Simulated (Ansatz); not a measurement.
**AlN (P6_3mc):Ga_Al, thermodynamic levels from a 72-atom cell**

Wanted: the transition levels of a substitutional impurity in AlN (P6_3mc), from a cell of 72 host atoms with 1 Al taken out and 1 Ga put in.

Program: Ansatz 0.2.0. Level of theory: place-levels on r2SCAN runs: charge-transition levels and formation energies with image-charge correction and potential alignment at the atomic sites; PAW set soft_1. Results are calculated unless marked as measured.

## 1. The starting structure

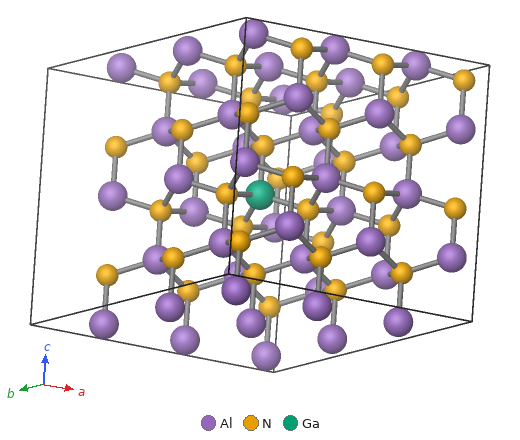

Start, viewed from a free direction; aluminium purple, nitrogen orange, gallium teal. Some periodic images of atoms are drawn too.

The cell holds 72 atoms: 35 Al, 36 N and 1 Ga. Its edges and angles: a = 9.320 Å, b = 9.320 Å, c = 9.956 Å, α = 90.0°, β = 90.0°, γ = 120.0°. It derives from AlN (space group P6_3mc). Nearest the centre at fractional (0.444, 0.556, 0.500): Ga34 at 0.00 Å, N11 at 1.89 Å, N43 at 1.89 Å, N35 at 1.89 Å, N40 at 1.90 Å, Al9 at 3.07 Å, Al13 at 3.07 Å, Al41 at 3.07 Å.

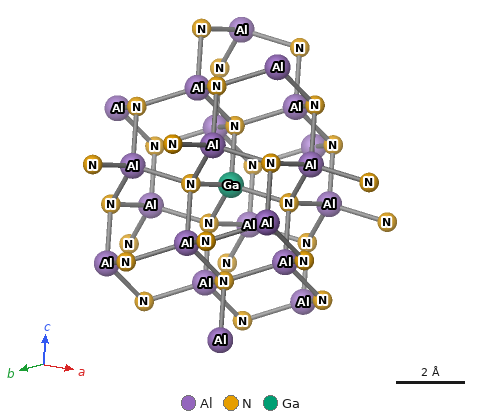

The atoms within 5 Å of the centre.

As a file:

```xyz
72
Lattice="9.3196 0.0000 0.0000 -4.6598 8.0710 0.0000 0.0000 0.0000 9.9565" Properties=species:S:1:pos:R:3 pbc="T T T"
Al    1.5533    0.8968    2.4852
Al    0.0000    1.7936    4.9743
N     1.5533    0.8968    4.3848
N     0.0000    1.7936    1.8957
Al    1.5533    0.8968    7.4634
Al    0.0000    1.7936    9.9525
N     1.5533    0.8968    9.3631
N     0.0000    1.7936    6.8739
Al    0.0000    3.5871    2.4852
Al   -1.5533    4.4839    4.9743
N     0.0000    3.5871    4.3848
N    -1.5533    4.4839    1.8957
Al    0.0000    3.5871    7.4634
Al   -1.5533    4.4839    9.9525
N     0.0000    3.5871    9.3631
N    -1.5533    4.4839    6.8739
Al   -1.5533    6.2774    2.4852
Al   -3.1065    7.1742    4.9743
N    -1.5533    6.2774    4.3848
N    -3.1065    7.1742    1.8957
Al   -1.5533    6.2774    7.4634
Al   -3.1065    7.1742    9.9525
N    -1.5533    6.2774    9.3631
N    -3.1065    7.1742    6.8739
Al    4.6598    0.8968    2.4852
Al    3.1065    1.7936    4.9743
N     4.6598    0.8968    4.3848
N     3.1065    1.7936    1.8957
Al    4.6598    0.8968    7.4634
Al    3.1065    1.7936    9.9525
N     4.6598    0.8968    9.3631
N     3.1065    1.7936    6.8739
Al    3.1065    3.5871    2.4852
Ga    1.5533    4.4839    4.9743
N     3.1065    3.5871    4.3848
N     1.5533    4.4839    1.8957
Al    3.1065    3.5871    7.4634
Al    1.5533    4.4839    9.9525
N     3.1065    3.5871    9.3631
N     1.5533    4.4839    6.8739
Al    1.5533    6.2774    2.4852
Al    0.0000    7.1742    4.9743
N     1.5533    6.2774    4.3848
N     0.0000    7.1742    1.8957
Al    1.5533    6.2774    7.4634
Al    0.0000    7.1742    9.9525
N     1.5533    6.2774    9.3631
N     0.0000    7.1742    6.8739
Al    7.7663    0.8968    2.4852
Al    6.2130    1.7936    4.9743
N     7.7663    0.8968    4.3848
N     6.2130    1.7936    1.8957
Al    7.7663    0.8968    7.4634
Al    6.2130    1.7936    9.9525
N     7.7663    0.8968    9.3631
N     6.2130    1.7936    6.8739
Al    6.2130    3.5871    2.4852
Al    4.6598    4.4839    4.9743
N     6.2130    3.5871    4.3848
N     4.6598    4.4839    1.8957
Al    6.2130    3.5871    7.4634
Al    4.6598    4.4839    9.9525
N     6.2130    3.5871    9.3631
N     4.6598    4.4839    6.8739
Al    4.6598    6.2774    2.4852
Al    3.1065    7.1742    4.9743
N     4.6598    6.2774    4.3848
N     3.1065    7.1742    1.8957
Al    4.6598    6.2774    7.4634
Al    3.1065    7.1742    9.9525
N     4.6598    6.2774    9.3631
N     3.1065    7.1742    6.8739
```

The host's dielectric constants go in as inputs: (4.49, 4.49, 4.72) for the electrons alone, (8.15, 8.15, 9.65) with the ions, computed on the host (DFPT, PBEsol, on the r2SCAN cell), and a cell off the functional's own equilibrium shifts the ionic part.

The cell's shortest repeat is 9.3 Å.

## 2. The runs of each charge state

A transition level is the Fermi level at which two charge states cost the same, so each charge needs its own total energy, at its own relaxed structure.

Each atom starts 0.05 Å or so off its site in a random direction: a symmetric start keeps its symmetry, and would miss off-centre moves and Jahn–Teller distortions. Forces are taken at one point at (¼, ¼, ¼). The cell holds 1 electron more than the neutral one, with a uniform background that keeps it neutral on the whole. The electron count is odd, so at least one spin is unpaired; this run locks the moment at 1 μB.

The sampling was tested on the host first: at the k-points planned (1x1x1 shifted 0.25 0.25 0.25) its energy lies -0.014 eV an atom from the dense-mesh value, under the bound of 0.02 eV set for this test; that bounds the host's error, not the defect's.

One state's input; the others differ in charge, spin, start and seed, and in occupations where the table says so.

Contents of qm1_M1.relax/input.yaml:

```yaml
crystal:
  lattice:
    - [9.31956554, 9.0e-08, 0.0]
    - [-4.65978284, 8.07098046, 0.0]
    - [0.0, 0.0, 9.95647772]
  atoms:
    - { symbol: Al, position: [0.22222222, 0.11111111, 0.24960167] }
    - { symbol: Al, position: [0.11111111, 0.22222222, 0.49960167] }
    - { symbol: "N", position: [0.22222222, 0.11111111, 0.44039833] }
    - { symbol: "N", position: [0.11111111, 0.22222222, 0.19039833] }
    - { symbol: Al, position: [0.22222222, 0.11111111, 0.74960167] }
    - { symbol: Al, position: [0.11111111, 0.22222222, 0.99960167] }
    - { symbol: "N", position: [0.22222222, 0.11111111, 0.94039833] }
    - { symbol: "N", position: [0.11111111, 0.22222222, 0.69039833] }
    - { symbol: Al, position: [0.22222222, 0.44444444, 0.24960167] }
    - { symbol: Al, position: [0.11111111, 0.55555556, 0.49960167] }
    - { symbol: "N", position: [0.22222222, 0.44444444, 0.44039833] }
    - { symbol: "N", position: [0.11111111, 0.55555556, 0.19039833] }
    - { symbol: Al, position: [0.22222222, 0.44444444, 0.74960167] }
    - { symbol: Al, position: [0.11111111, 0.55555556, 0.99960167] }
    - { symbol: "N", position: [0.22222222, 0.44444444, 0.94039833] }
    - { symbol: "N", position: [0.11111111, 0.55555556, 0.69039833] }
    - { symbol: Al, position: [0.22222222, 0.77777778, 0.24960167] }
    - { symbol: Al, position: [0.11111111, 0.88888889, 0.49960167] }
    - { symbol: "N", position: [0.22222222, 0.77777778, 0.44039833] }
    - { symbol: "N", position: [0.11111111, 0.88888889, 0.19039833] }
    - { symbol: Al, position: [0.22222222, 0.77777778, 0.74960167] }
    - { symbol: Al, position: [0.11111111, 0.88888889, 0.99960167] }
    - { symbol: "N", position: [0.22222222, 0.77777778, 0.94039833] }
    - { symbol: "N", position: [0.11111111, 0.88888889, 0.69039833] }
    - { symbol: Al, position: [0.55555556, 0.11111111, 0.24960167] }
    - { symbol: Al, position: [0.44444444, 0.22222222, 0.49960167] }
    - { symbol: "N", position: [0.55555556, 0.11111111, 0.44039833] }
    - { symbol: "N", position: [0.44444444, 0.22222222, 0.19039833] }
    - { symbol: Al, position: [0.55555556, 0.11111111, 0.74960167] }
    - { symbol: Al, position: [0.44444444, 0.22222222, 0.99960167] }
    - { symbol: "N", position: [0.55555556, 0.11111111, 0.94039833] }
    - { symbol: "N", position: [0.44444444, 0.22222222, 0.69039833] }
    - { symbol: Al, position: [0.55555556, 0.44444444, 0.24960167] }
    - { symbol: Ga, position: [0.44444444, 0.55555556, 0.49960167] }
    - { symbol: "N", position: [0.55555556, 0.44444444, 0.44039833] }
    - { symbol: "N", position: [0.44444444, 0.55555556, 0.19039833] }
    - { symbol: Al, position: [0.55555556, 0.44444444, 0.74960167] }
    - { symbol: Al, position: [0.44444444, 0.55555556, 0.99960167] }
    - { symbol: "N", position: [0.55555556, 0.44444444, 0.94039833] }
    - { symbol: "N", position: [0.44444444, 0.55555556, 0.69039833] }
    - { symbol: Al, position: [0.55555556, 0.77777778, 0.24960167] }
    - { symbol: Al, position: [0.44444444, 0.88888889, 0.49960167] }
    - { symbol: "N", position: [0.55555556, 0.77777778, 0.44039833] }
    - { symbol: "N", position: [0.44444444, 0.88888889, 0.19039833] }
    - { symbol: Al, position: [0.55555556, 0.77777778, 0.74960167] }
    - { symbol: Al, position: [0.44444444, 0.88888889, 0.99960167] }
    - { symbol: "N", position: [0.55555556, 0.77777778, 0.94039833] }
    - { symbol: "N", position: [0.44444444, 0.88888889, 0.69039833] }
    - { symbol: Al, position: [0.88888889, 0.11111111, 0.24960167] }
    - { symbol: Al, position: [0.77777778, 0.22222222, 0.49960167] }
    - { symbol: "N", position: [0.88888889, 0.11111111, 0.44039833] }
    - { symbol: "N", position: [0.77777778, 0.22222222, 0.19039833] }
    - { symbol: Al, position: [0.88888889, 0.11111111, 0.74960167] }
    - { symbol: Al, position: [0.77777778, 0.22222222, 0.99960167] }
    - { symbol: "N", position: [0.88888889, 0.11111111, 0.94039833] }
    - { symbol: "N", position: [0.77777778, 0.22222222, 0.69039833] }
    - { symbol: Al, position: [0.88888889, 0.44444444, 0.24960167] }
    - { symbol: Al, position: [0.77777778, 0.55555556, 0.49960167] }
    - { symbol: "N", position: [0.88888889, 0.44444444, 0.44039833] }
    - { symbol: "N", position: [0.77777778, 0.55555556, 0.19039833] }
    - { symbol: Al, position: [0.88888889, 0.44444444, 0.74960167] }
    - { symbol: Al, position: [0.77777778, 0.55555556, 0.99960167] }
    - { symbol: "N", position: [0.88888889, 0.44444444, 0.94039833] }
    - { symbol: "N", position: [0.77777778, 0.55555556, 0.69039833] }
    - { symbol: Al, position: [0.88888889, 0.77777778, 0.24960167] }
    - { symbol: Al, position: [0.77777778, 0.88888889, 0.49960167] }
    - { symbol: "N", position: [0.88888889, 0.77777778, 0.44039833] }
    - { symbol: "N", position: [0.77777778, 0.88888889, 0.19039833] }
    - { symbol: Al, position: [0.88888889, 0.77777778, 0.74960167] }
    - { symbol: Al, position: [0.77777778, 0.88888889, 0.99960167] }
    - { symbol: "N", position: [0.88888889, 0.77777778, 0.94039833] }
    - { symbol: "N", position: [0.77777778, 0.88888889, 0.69039833] }
  host:
    repeats: [3, 3, 2]
    atoms:
      - { symbol: Al, position: [0.66666667, 0.33333333, 0.49920333] }
      - { symbol: Al, position: [0.33333333, 0.66666667, 0.99920333] }
      - { symbol: "N", position: [0.66666667, 0.33333333, 0.88079667] }
      - { symbol: "N", position: [0.33333333, 0.66666667, 0.38079667] }
total_charge: -1
basis:
  ecutwfc: 500
  xc_grid: 2
hamiltonian:
  xc: r2scan
  pseudopotentials: { kind: paw, azcp: { folder: soft_1 } }
kpoints:
  mp_grid: { grid: [1, 1, 1], shift: [0.25, 0.25, 0.25] }
magnetization:
  spin_polarized: true
  initial_magnetization: 1
  spin_locking: { lock_magnetization: hard }
scf:
  occupations: { method: fixed }
  max_iter: 100
output:
  forces: true
  charged_corrections:
    epsilon: [4.49, 4.49, 4.72]
    static_epsilon: [8.15, 8.15, 9.65]
    defect_position: [0.444444, 0.555556, 0.499602]
relax:
  f_tol: 0.02
  max_steps: 80
  random_displacement: { amplitude: 0.05, seed: 365 }
checkpoint:
  write: "../qm1_M1.relax.run"
  compress: false
  write_wavefunctions: true
  write_every: 100000
```

On the command line:

```
$ ansatz run input.yaml --threads 4 --pin off --max-ram 7536MiB --backend cpu --events-out ev --progress --plain --runs-dir out
```

The relaxed structure is kept and the sampling changed to a 2×2×2 shifted mesh.

The run of this state that the levels use, under r2SCAN:

Contents of qm1_M1.point/input.yaml:

```yaml
crystal:
  checkpoint: "../qm1_M1.relax.run"
  host: checkpoint
total_charge: -1
basis:
  ecutwfc: 500
  xc_grid: 2
hamiltonian:
  xc: r2scan
  pseudopotentials: { kind: paw, azcp: { folder: soft_1 } }
kpoints:
  mp_grid: { grid: [2, 2, 2], shift: [0.5, 0.5, 0.5] }
magnetization:
  spin_polarized: true
  initial_magnetization: 1
  spin_locking: { lock_magnetization: hard }
scf:
  occupations: { method: fermi_dirac, width: 0.01 }
  max_iter: 100
output:
  forces: true
  eigenvalues: true
  charged_corrections:
    epsilon: [4.49, 4.49, 4.72]
    static_epsilon: [8.15, 8.15, 9.65]
    defect_position: [0.444444, 0.555556, 0.499602]
  eigenstates: { localisation: true }
  populations: true
  efg: {}
  band_densities: [{ bands: [v1, v1] }, { bands: [c1, c1] }]
  write_density: true
  write_potential: true
  volumetric_format: npy
checkpoint:
  read: "../qm1_M1.relax.run"
  write: "../qm1_M1.point.run"
  compress: false
  write_wavefunctions: false
  write_every: 100000
```

Relaxations under r2SCAN at one point at (¼, ¼, ¼); times on 4 threads of Arm Neoverse V1, shared host:

| charge | moment (μB) | occupations | outcome | steps | largest displacement against the far atoms (Å) | time |
| --- | --- | --- | --- | --- | --- | --- |
| −1 | 1 | fixed | converged | 6 | 0.15 | 3.5 min |
| 0 | 0 | fixed | converged | 5 | 0.06 | 76 s |
| +1 | 1 | fixed | converged | 5 | 0.06 | 3 min |

Single points under r2SCAN at a 2×2×2 shifted mesh; times on 4 threads of Arm Neoverse V1, shared host:

| charge | moment (μB) | occupations | outcome | time |
| --- | --- | --- | --- | --- |
| −1 | 1 | fermi-dirac | converged | 3.8 min |
| 0 | 0 | fermi-dirac | converged | 82 s |
| +1 | 1 | fermi-dirac | converged | 3.4 min |

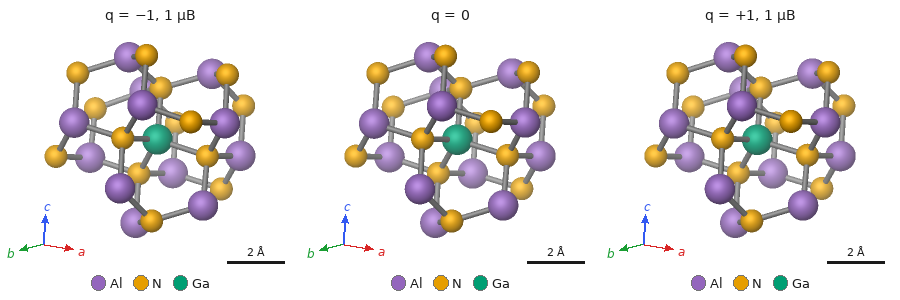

The structures near the centre after relaxation with r2SCAN, by charge.

Distances (Å) from Ga34 to the nearest atoms after relaxation with r2SCAN:

| charge | moment (μB) | 1. | 2. | 3. | 4. | 5. | 6. |
| --- | --- | --- | --- | --- | --- | --- | --- |
| −1 | 1 | N 1.94 | N 1.94 | N 1.94 | N 1.95 | Al 3.06 | Al 3.06 |
| 0 | 0 | N 1.94 | N 1.94 | N 1.94 | N 1.95 | Al 3.08 | Al 3.08 |
| +1 | 1 | N 1.93 | N 1.93 | N 1.93 | N 1.96 | N 3.07 | Al 3.08 |

(Continued in part 2 of 2.)

[Logs are printed without paths, hosts, clocks, repeated set-up lines and the standing remarks that a program may print on its own settings, such as how far it seeks lower states.]

[Hosts, paths, dates, database ids (printed as entryN), source tags and the programs' standing remarks are cut or masked in the printed files.]

[Where a table of states has a column of steps, it counts the stored structures, which are thinned; the runs took as many ionic steps or more.]

[A defect's name tells the site on which it was built; relaxed atoms can leave that site.]

[For some hosts the program warned that the k-mesh of the response run may be too coarse for force constants and the static dielectric constant; such warnings are not shown here.]
